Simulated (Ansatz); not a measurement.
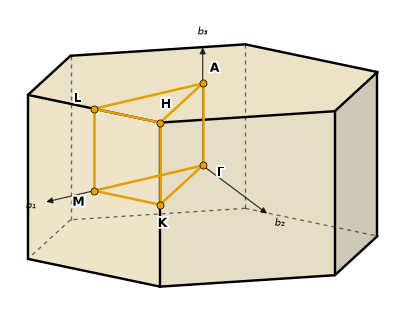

For Al, the end point of a relaxation at a target pressure of 12 GPa with DFT PBE+D3(BJ), scalar-relativistic, plane waves, PAW in Ansatz: the first Brillouin zone and its special points. Symmetry computed with spglib at a tolerance of 0.002 Å; standard conventional cell.

Space group P6₃/mmc, No. 194; a = 2.723 Å, b = 2.723 Å, c = 4.425 Å, α = 90.00°, β = 90.00°, γ = 120.00°.

Labels and path follow the convention of Hinuma et al. (2017), as computed by seekpath; the arrows show the directions of the reciprocal primitive vectors b₁, b₂, b₃, in which coordinates are given; lengths include the factor 2π.

List the special points with their coordinates and distances from Γ.

Answer.
```tsv
point	k₁	k₂	k₃	length of k (1/Å)
Γ	0	0	0	0.000
A	0	0	1/2	0.710
K	1/3	1/3	0	1.538
H	1/3	1/3	1/2	1.694
M	1/2	0	0	1.332
L	1/2	0	1/2	1.510
```

What is the zone's volume?

Answer. (2π)³ over the primitive cell's volume of 28.41 Å³: 8.73 Å⁻³.
